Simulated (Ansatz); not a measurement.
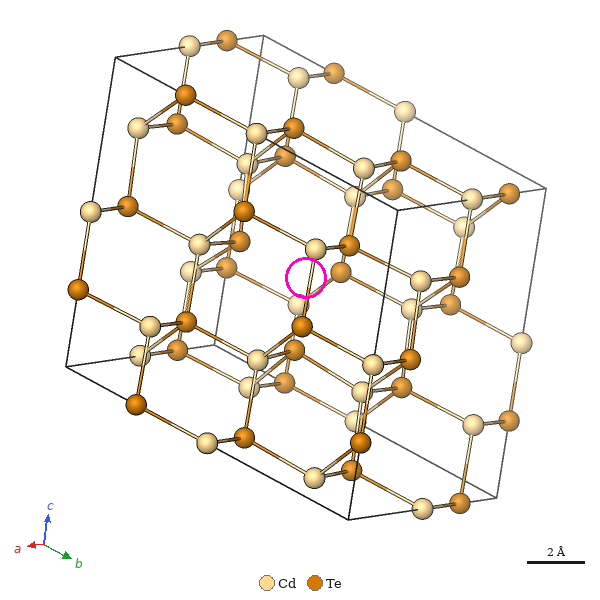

We look at a ball-and-stick model of the crystal from a general direction. The supercell is drawn as a box. The host is CdTe, in a cell of 32 sites, and the cell is neutral. A ring marks the defect's site.

Question: What imperfection does the supercell contain?

Answer: A cadmium vacancy. Around the empty site lie four Te at about 2.7 Å.

Run with Ansatz 0.2.0, DFT PBE, scalar-relativistic, plane waves, PAW and these settings: plane-wave cutoff 420 eV, the zone sampled with 2×2×2 points, Gaussian smearing of 0.01 eV, collinear spins.

Question: Does the defective cell carry a moment?

Answer: Yes, 2.0 μB in the cell.

The atoms were relaxed in the host's cell with Ansatz, DFT PBE, scalar-relativistic, plane waves, PAW.
